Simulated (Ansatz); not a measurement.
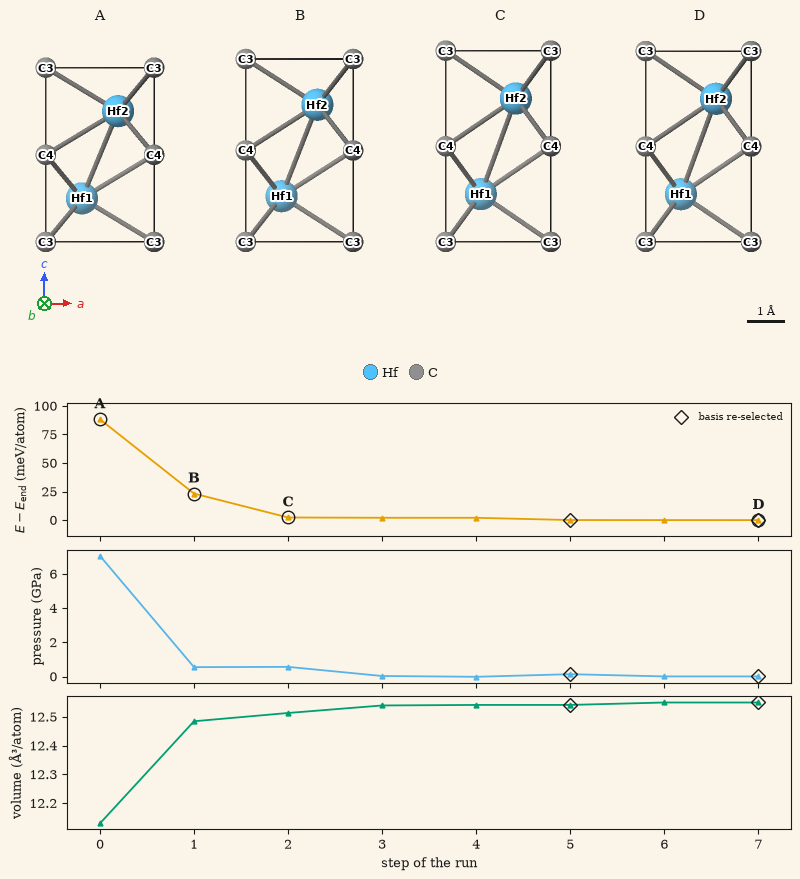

Frames of a relaxation of crystalline HfC (built on the antiNiAs type), marked on the history of the run. A ball-and-stick model of the cell of the calculation, seen along the b axis.

Computed with Ansatz 0.2.0, DFT PBE, scalar-relativistic, plane waves, PAW. Settings: plane-wave cutoff 420 eV; k-point mesh 12 × 12 × 8; occupations gaussian; smearing width 0.05 eV; no spin polarisation; cell and atoms relaxed; force threshold 0.01 eV/Å; at most 60 steps.

Question: Describe the path.

Answer: After 5 accepted moves (7 points after the start) the energy has fallen by 88.3 meV per atom. All forces vanish by symmetry, so only the cell relaxes. The pressure goes from 7.06 to 0.01 GPa. At 2 points the geometry stayed and the basis and grid were re-selected for the new cell (energy shift of 2.0 meV per atom at most each time). The atoms keep their places relative to the cell (all moves are under 0.005 Å). Cell: a = b 3.426 → 3.330 Å (−2.8 %), c 4.774 → 5.227 Å (+9.5 %). Volume +3.5 %. Some distances before and after: Hf1–Hf2 3.100 → 3.245 Å, Hf1–Hf1 3.426 → 3.330 Å, Hf1–C3 2.310 → 2.325 Å. Among the angles between lasting bonds that change: Hf1–C3–Hf1 95.7° → 91.5°, Hf1–C3–Hf2 84.3° → 88.5°. The space group stays P6_3/mmc (No. 194). Cost: 33 s on 2 threads of Arm Neoverse V2, with other jobs on the host, peak memory 0.43 GiB. From step 0 to 1: volume +2.9 %, energy −65.0 meV per atom. From step 1 to 2: volume +0.2 %, energy −20.9 meV per atom. From step 2 to 7: volume +0.3 %, energy −2.3 meV per atom.

```csv
step,"E − E(0), meV/atom","pressure, GPa","volume, Å³/atom",note
0,0.00,7.06,12.130,
1,-65.04,0.55,12.485,
2,-85.98,0.57,12.513,
3,-86.25,0.03,12.539,
4,-86.26,-0.01,12.541,
5,-88.22,0.14,12.541,"same geometry, new basis"
6,-88.26,0.01,12.550,
7,-88.27,0.01,12.550,"same geometry, new basis"
```
